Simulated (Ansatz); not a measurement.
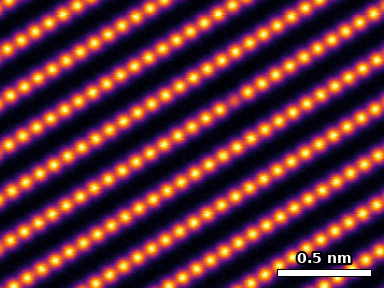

HAADF-like image of Ir (P6_3/mmc, No. 194) along [310]. Simulated incoherent Z contrast: every atom adds Z^1.7 spread by a probe of 0.62 Å full width; channelling and multiple scattering are left out. The probe carries 25 % of its weight in a tail 2.5 times as wide. The display is stretched by a gamma of 0.8; percentages refer to the linear signal. Shot noise and a slight drift were added.

The sample is 2 repeats (14.5 Å) thick. One point defect was put into the perfect crystal, without relaxing the atoms around it. Brightness is counted from the darkest point of the image. Host structure: a calculation's starting geometry; the starting structure was generated, so it need not be a known form of this composition.

Where is the defect (in Å from the left and the top edge), and what does its contrast suggest?

At about 13 Å from the left and 6 Å from the top. The column is dimmer, which points to a vacancy or a lighter atom. The column holds 2 atoms (Ir) through the sample, and one Ir atom is replaced by Co, so its peak drops to about 60 % of that of its equals.
